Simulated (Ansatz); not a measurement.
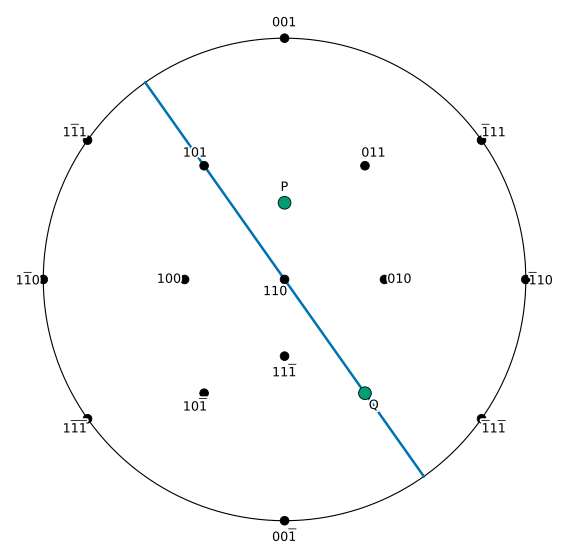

Stereographic projection of plane normals (upper hemisphere) centred on (1 1 0). Crystal: C, the end point of a relaxation with DFT r2SCAN, scalar-relativistic, plane waves, PAW in Ansatz; the starting structure was generated, so it need not be a known form of this composition. All values are computed from the atomic coordinates in the standard setting (tolerance 0.002 Å).

a = 3.899 Å, b = 3.899 Å, c = 3.899 Å, α = 90.00°, β = 90.00°, γ = 90.00°.

**Index the poles marked P, Q.**

P is (1 1 1), 35.3° from the centre; Q is (0 1 −1), 60.0° from the centre.

**Which zone does the coloured great circle trace?**

The zone [1 −1 −1]: its poles satisfy h − k − l = 0.

**What is the angle between the normals of (0 1 1) and (1 −1 0), and what are their d_hkl = 1/|g|?**

120.0°; d = 2.757 Å and 2.757 Å.
